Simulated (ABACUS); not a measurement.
## Run report: NaH, band-structure run (part 1 of 2)

The run: band-structure run of NaH (Fm-3m, 2 atoms in the cell). Method and program: Kohn-Sham DFT of a periodic cell, r2SCAN, SG15 ONCV 1.2 PBE, no spin polarisation (ABACUS 3.10.1).

The structure derives from an entry of the Crystallography Open Database.

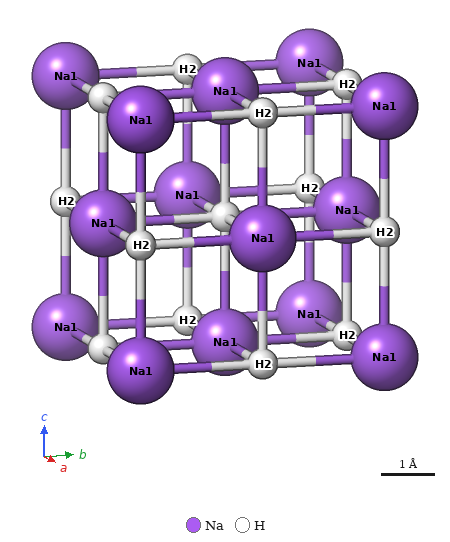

Fig. 1: The input geometry (ball-and-stick view of the cell 4 times as large as that of the calculation, set on its symmetry axes, seen slightly off an axis; atoms are numbered from 1 in the order of the input). An atom can appear more than once, as a periodic image. Near neighbours in the periodic cell (some may lie outside the picture): Na has 6 H at 2.44 Å; H has 6 Na at 2.44 Å.

Key numbers:

- outcome: converged
- space group (tolerance 0.01 Å): Fm-3m (225)
- electrons treated: 10
- free energy: −1177.0297 eV
- Fermi energy: 2.393 eV
- gap on the k-point mesh: 4.39 eV
- pressure: −1.06 GPa
- largest force (length of the vector): under 0.001 eV/Å
- hardware: 4 threads of AMD EPYC (Zen 5), 32 GiB of memory available, shared host
- wall time: 6.2 s (CPU time 25 s)
- peak memory: 0.4 GiB

The input:
```
INPUT_PARAMETERS
suffix              NaH
calculation         scf
basis_type          pw
pseudo_dir          ./
symmetry            1
dft_functional      MGGA_X_R2SCAN+MGGA_C_R2SCAN
ecutwfc             103
pseudo_rcut         7
nspin               1
nbands              15
ks_solver           dav
smearing_method     fd
smearing_sigma      0.00367493
scf_thr             1e-08
scf_nmax            100
mixing_type         broyden
mixing_beta         0.7
cal_force           1
cal_stress          1
mixing_tau          1
out_chg             1
kpar                4
```

File STRU:
```
ATOMIC_SPECIES
Na 22.9898 Na_ONCV_PBE-1.2.upf
H 1.0080 H_ONCV_PBE-1.2.upf

LATTICE_CONSTANT
6.5208422077

LATTICE_VECTORS
0.0000000000 0.7071067812 0.7071067812
0.7071067812 0.0000000000 0.7071067812
0.7071067812 0.7071067812 0.0000000000

ATOMIC_POSITIONS
Cartesian

Na
0.0
1
0.0000000000 0.0000000000 0.0000000000 1 1 1

H
0.0
1
0.7071067812 0.7071067812 0.7071067812 1 1 1
```

File KPT:
```
K_POINTS
0
Gamma
6 6 6 0 0 0
```

Launch command:
```bash
OMP_NUM_THREADS=1 mpirun -np 4 abacus > log
```

Log:
```
ABACUS v3.10.1

               Atomic-orbital Based Ab-initio Computation at UStc

 ------------------------------------------------------------------------------------

 READING GENERAL INFORMATION
                           global_out_dir = OUT.NaH/
                           global_in_card = INPUT
                               pseudo_dir = ./
                              orbital_dir =
                                    DSIZE = 4
                                    GSIZE = 1

 READING UNITCELL INFORMATION
                                    ntype = 2
                  lattice constant (Bohr) = 6.52084
              lattice constant (Angstrom) = 3.45068

 READING ATOM TYPE 1
                               atom label = Na
                      L=0, number of zeta = 1
                      L=1, number of zeta = 1
                      L=2, number of zeta = 1
             number of atom for this type = 1

 READING ATOM TYPE 2
                               atom label = H
                      L=0, number of zeta = 1
                      L=1, number of zeta = 1
                      L=2, number of zeta = 1
             number of atom for this type = 1

                        TOTAL ATOM NUMBER = 2
CARTESIAN COORDINATES ( UNIT =       6.520842207700 Bohr ).
    atom                   x                   y                   z     mag                  vx                  vy                  vz
tauc_Na1            0.0000000000        0.0000000000        0.0000000000  0.0000        0.0000000000        0.0000000000        0.0000000000
tauc_H1            0.7071067812        0.7071067812        0.7071067812  0.0000        0.0000000000        0.0000000000        0.0000000000

                          Volume (Bohr^3) = 196.063
                             Volume (A^3) = 29.0535

 Lattice vectors: (Cartesian coordinate: in unit of a_0)
                   +0           +0.707107           +0.707107
            +0.707107                  +0           +0.707107
            +0.707107           +0.707107                  +0
 Reciprocal vectors: (Cartesian coordinate: in unit of 2 pi/a_0)
            -0.707107           +0.707107           +0.707107
            +0.707107           -0.707107           +0.707107
            +0.707107           +0.707107           -0.707107
 The esolver type has been set to : ksdft_pw

                PAO radial cut off (Bohr) = 7

 Read in pseudopotential file is Na_ONCV_PBE-1.2.upf
                     pseudopotential type = NC
          exchange-correlation functional = PBE
                 nonlocal core correction = 0
                        valence electrons = 9
                                     lmax = 1
                           number of zeta = 0
                     number of projectors = 4
                           L of projector = 0
                           L of projector = 0
                           L of projector = 1
                           L of projector = 1
 XC functional updated to : MGGA_X_R2SCAN+MGGA_C_R2SCAN
          exchange-correlation functional = MGGA_X_R2SCAN+MGGA_C_R2SCAN
                PAO radial cut off (Bohr) = 7

 Read in pseudopotential file is H_ONCV_PBE-1.2.upf
                     pseudopotential type = NC
          exchange-correlation functional = PBE
                 nonlocal core correction = 0
                        valence electrons = 1
                                     lmax = 0
                           number of zeta = 0
                     number of projectors = 2
                           L of projector = 0
                           L of projector = 0
 XC functional updated to : MGGA_X_R2SCAN+MGGA_C_R2SCAN
          exchange-correlation functional = MGGA_X_R2SCAN+MGGA_C_R2SCAN
     initial pseudo atomic orbital number = 0

 SETUP THE ELECTRONS NUMBER
            electron number of element Na = 9
      total electron number of element Na = 9
             electron number of element H = 1
       total electron number of element H = 1
            AUTOSET number of electrons:  = 10
                           occupied bands = 5
                                   NBANDS = 15
                                   NLOCAL = 18

%%%%%%%%%%%%%%%%%%%%%%%%%%%%%%%%%%%%%%%%%%%%%%%%%%%%%%%%%%%%%%%%%%%%%%%%%%%%%%%%%%%%%%%%%%%%%%%%%%%%%%%%%%
 Warning: the number of valence electrons in pseudopotential > 1 for Na: [Ne] 3s1
 Pseudopotentials with additional electrons can yield (more) accurate outcomes, but may be less efficient.
 If you're confident that your chosen pseudopotential is appropriate, you can safely ignore this warning.
%%%%%%%%%%%%%%%%%%%%%%%%%%%%%%%%%%%%%%%%%%%%%%%%%%%%%%%%%%%%%%%%%%%%%%%%%%%%%%%%%%%%%%%%%%%%%%%%%%%%%%%%%%

 SETUP THE PLANE WAVE BASIS
 energy cutoff for charge/potential (unit:Ry) = 412
            fft grid for charge/potential = [ 45, 45, 45 ]
                        fft grid division = [ 1, 1, 1 ]
        big fft grid for charge/potential = [ 45, 45, 45 ]
                                     nbxx = 91125
                                     nrxx = 91125

 SETUP PLANE WAVES FOR CHARGE/POTENTIAL
                    number of plane waves = 27581
                         number of sticks = 1201

 PARALLEL PW FOR CHARGE/POTENTIAL
     PROC   COLUMNS(POT)             PW
        1           1201          27581
 --------------- sum -------------------
        1           1201          27581
                            number of |g| = 298
                                  max |g| = 442
                                  min |g| = 0

----------- Double Check Mixing Parameters Begin ------------
mixing_type: broyden
mixing_beta: 0.7
mixing_gg0: 1
mixing_gg0_min: 0.1
mixing_ndim: 8
----------- Double Check Mixing Parameters End ------------

 LATTICE VECTORS: (CARTESIAN COORDINATE: IN UNIT OF A0)
                   +0           +0.707107           +0.707107
            +0.707107                  +0           +0.707107
            +0.707107           +0.707107                  +0
                       right hand lattice = 1
                                   NORM_A = 1
                                   NORM_B = 1
                                   NORM_C = 1
                           ALPHA (DEGREE) = 60
                           BETA  (DEGREE) = 60
                           GAMMA (DEGREE) = 60

 The lattice vectors have been changed (STRU_SIMPLE.cif)

(for optimal symmetric configuration:)
                             BRAVAIS TYPE = 3
                     BRAVAIS LATTICE NAME = 03. Cubic F (face-centered)
                                    ibrav = 3
                                    IBRAV = 3
                                  BRAVAIS = FACE CENTERED CUBIC
                       LATTICE CONSTANT A = 1.41421
Original cell was already a primitive cell.
                        ROTATION MATRICES = 48
              PURE POINT GROUP OPERATIONS = 48
                   SPACE GROUP OPERATIONS = 48
                              POINT GROUP = O_h
               POINT GROUP IN SPACE GROUP = O_h

 SETUP K-POINTS
                                    nspin = 1
                   Input type of k points = Monkhorst-Pack(Gamma)
                                   nkstot = 216
                       right hand lattice = 1
(for reciprocal lattice: )
                             BRAVAIS TYPE = 2
                     BRAVAIS LATTICE NAME = 02. Cubic I (body-centered)
                                    ibrav = 2
                       right hand lattice = 1
(for k-lattice: )
                             BRAVAIS TYPE = 2
                     BRAVAIS LATTICE NAME = 02. Cubic I (body-centered)
                                    ibrav = 2
                       right hand lattice = 1
                        ROTATION MATRICES = 48
                               nkstot_ibz = 16
K-POINTS REDUCTION ACCORDING TO SYMMETRY
     IBZ    DIRECT_X    DIRECT_Y    DIRECT_Z  WEIGHT  ibz2bz
       1  0.00000000  0.00000000  0.00000000  0.0046       0
       2  0.16666667  0.16666667  0.16666667  0.0370       1
       3  0.33333333  0.33333333  0.33333333  0.0370       2
       4  0.50000000  0.50000000  0.50000000  0.0185       3
       5  0.16666667  0.16666667  0.00000000  0.0278       7
       6  0.33333333  0.33333333  0.16666667  0.1111       8
       7  0.50000000  0.50000000  0.33333333  0.1111       9
       8  0.50000000  0.33333333  0.33333333  0.1111      10
       9  0.33333333  0.16666667  0.16666667  0.0556      11
      10  0.33333333  0.33333333  0.00000000  0.0278      14
      11  0.50000000  0.50000000  0.16666667  0.1111      15
      12 -0.33333333  0.33333333  0.33333333  0.0556      16
      13  0.50000000  0.50000000  0.00000000  0.0139      21
      14  0.50000000  0.33333333  0.16666667  0.1111      51
      15  0.50000000  0.33333333 -0.33333333  0.1111      52
      16  0.50000000  0.33333333 -0.16666667  0.0556      58

                               nkstot now = 16
[... K-POINTS DIRECT COORDINATES: 16 rows ...]

           k-point number in this process = 4
       minimum distributed K point number = 4
[... stars of the k points ...]

[... K-POINTS CARTESIAN COORDINATES: 4 rows ...]

[... K-POINTS DIRECT COORDINATES: 4 rows ...]

 SETUP PLANE WAVES FOR WAVE FUNCTIONS
     energy cutoff for wavefunc (unit:Ry) = 103
              fft grid for wave functions = [ 45, 45, 45 ]
                    number of plane waves = 4111
                         number of sticks = 349

 PARALLEL PW FOR WAVE FUNCTIONS
     PROC   COLUMNS(POT)             PW
        1            349           4111
 --------------- sum -------------------
        1            349           4111

 SETUP NONLOCAL PSEUDOPOTENTIALS IN PLANE WAVE BASIS
 Na non-local projectors:
 projector 1 L=0
 projector 2 L=0
 projector 3 L=1
 projector 4 L=1
 H non-local projectors:
 projector 1 L=0
 projector 2 L=0
      TOTAL NUMBER OF NONLOCAL PROJECTORS = 10

 Init Non-Local PseudoPotential table :
 Init Non-Local-Pseudopotential done.

                                     npwx = 3482

 -------------------------------------------
 SELF-CONSISTENT
 -------------------------------------------
                                 init_chg = atomic

 PW ALGORITHM --------------- ION=   1  ELEC=   1--------------------------------

 Density error is 0.128215601326
                          Error Threshold = 0.01
```
